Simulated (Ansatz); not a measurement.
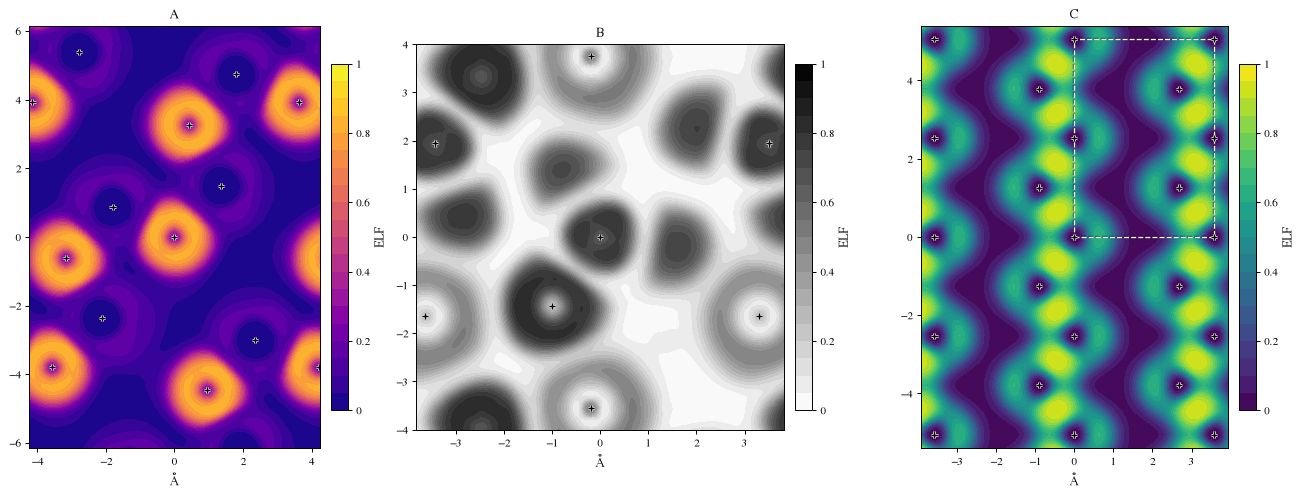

The electron localisation function of 3 systems, each on a plane through atoms (crosses mark nuclei in the plane).

These are results of DFT PBE, scalar-relativistic, plane waves, PAW (Ansatz 0.2.0), not measurements.

System 1: Zn₁₈O₁₇ (cell with a defect), the (101̄) plane of the calculation cell. 

```cif
data_structure
_symmetry_space_group_name_H-M 'P 1'
_symmetry_Int_Tables_number 1
_cell_length_a 7.7643
_cell_length_b 7.7643
_cell_length_c 7.7643
_cell_angle_alpha 78.628
_cell_angle_beta 78.628
_cell_angle_gamma 78.628
_cell_volume 443.72
loop_
_atom_site_label
_atom_site_type_symbol
_atom_site_fract_x
_atom_site_fract_y
_atom_site_fract_z
_atom_site_occupancy
Zn1 Zn 0.05593 0.05593 0.38926 1
Zn2 Zn 0.38931 0.72326 0.38906 1
Zn3 Zn 0.05573 0.38931 0.05659 1
Zn4 Zn 0.72326 0.38931 0.38906 1
Zn5 Zn 0.38931 0.05573 0.05659 1
Zn6 Zn 0.05573 0.72326 0.72264 1
Zn7 Zn 0.72223 0.72223 0.05556 1
Zn8 Zn 0.37552 0.37552 0.70886 1
Zn9 Zn 0.72326 0.05573 0.72264 1
Zn10 Zn 0.77805 0.11191 0.11139 1
Zn11 Zn 0.11191 0.77805 0.11139 1
Zn12 Zn 0.77533 0.44309 0.77642 1
Zn13 Zn 0.44309 0.44309 0.10867 1
Zn14 Zn 0.12459 0.12459 0.76346 1
Zn15 Zn 0.77805 0.77805 0.44524 1
Zn16 Zn 0.44309 0.77533 0.77642 1
Zn17 Zn 0.12459 0.43012 0.45792 1
Zn18 Zn 0.43012 0.12459 0.45792 1
O1 O 0.98820 0.31979 0.32153 1
O2 O 0.31979 0.98820 0.32153 1
O3 O 0.98511 0.65187 0.98521 1
O4 O 0.65187 0.65187 0.31844 1
O5 O 0.31785 0.31785 0.97765 1
O6 O 0.98820 0.98820 0.65312 1
O7 O 0.65187 0.98511 0.98521 1
O8 O 0.31785 0.64432 0.65118 1
O9 O 0.64432 0.31785 0.65118 1
O10 O 0.93001 0.93001 0.26334 1
O11 O 0.26181 0.59252 0.26575 1
O12 O 0.93241 0.26181 0.92585 1
O13 O 0.59252 0.26181 0.26575 1
O14 O 0.26181 0.93241 0.92585 1
O15 O 0.93241 0.59252 0.59514 1
O16 O 0.59577 0.59577 0.92911 1
O17 O 0.59252 0.93241 0.59514 1
```

System 2: C, the (101) plane of the conventional cell. Space group Fd-3m.

```yaml
crystal:
  lattice:
    - [3.57147, 0.00000, 0.00000]
    - [0.00000, 3.57147, 0.00000]
    - [0.00000, 0.00000, 3.57147]
  atoms:
    - { symbol: C, position: [0.50000, 0.00000, 0.00000] }
    - { symbol: C, position: [0.00000, 0.50000, 0.00000] }
    - { symbol: C, position: [0.00000, 0.00000, 0.50000] }
    - { symbol: C, position: [0.50000, 0.50000, 0.50000] }
    - { symbol: C, position: [0.75000, 0.25000, 0.25000] }
    - { symbol: C, position: [0.25000, 0.75000, 0.25000] }
    - { symbol: C, position: [0.25000, 0.25000, 0.75000] }
    - { symbol: C, position: [0.75000, 0.75000, 0.75000] }
```

System 3: V₄Bi₄O₁₅ (cell charge +2, with a compensating background) (cell with a defect), the (010) plane of the calculation cell. Computed without spin polarisation.

```
V Bi O
1.0
    -2.58347   -2.58347    5.88750
    -2.58347   -2.58347   -5.88750
     5.16694   -5.16694    0.00000
V Bi O
4 4 15
Direct
  0.00627 0.91954 0.41944
  0.48839 0.50417 0.01207
  0.48810 0.01008 0.74752
  0.98467 0.48339 0.27741
  0.99204 0.01993 0.98082
  0.45654 0.49150 0.52531
  0.51590 0.99730 0.24375
  0.97681 0.53049 0.78648
  0.23242 0.11926 0.49844
  0.44914 0.64119 0.19282
  0.22337 0.87686 0.83702
  0.72139 0.37197 0.32960
  0.59197 0.28244 0.71159
  0.09887 0.78101 0.25871
  0.86068 0.00731 0.27208
  0.34696 0.51171 0.81507
  0.65345 0.99360 0.91889
  0.10872 0.44995 0.46891
  0.86157 0.75194 0.58963
  0.37729 0.24099 0.07936
  0.50717 0.88464 0.54774
  0.01208 0.37846 0.07034
  0.77437 0.63670 0.97247
```

> Match each panel to its system.

Panel A is system 1, Zn₁₈O₁₇: the plane holds Zn and O. Zn–O (2.00 Å): the ELF peaks at about 0.85 in the valence shell of O, 0.6 Å from its nucleus, and is about 0.25 at the midpoint; no shared electron pair shows on this line. Panel B is system 3, V₄Bi₄O₁₅: the plane holds V, Bi and O. Bi–O (2.27 Å): the ELF peaks at about 0.80 in the valence shell of O, 0.6 Å from its nucleus, and drops to about 0.20 between the two atoms: no shared electron pair shows on this line. Panel C is system 2, C: the plane holds C. C–C (1.55 Å): the ELF peaks at about 0.95 between the atoms, as expected for a shared electron pair.
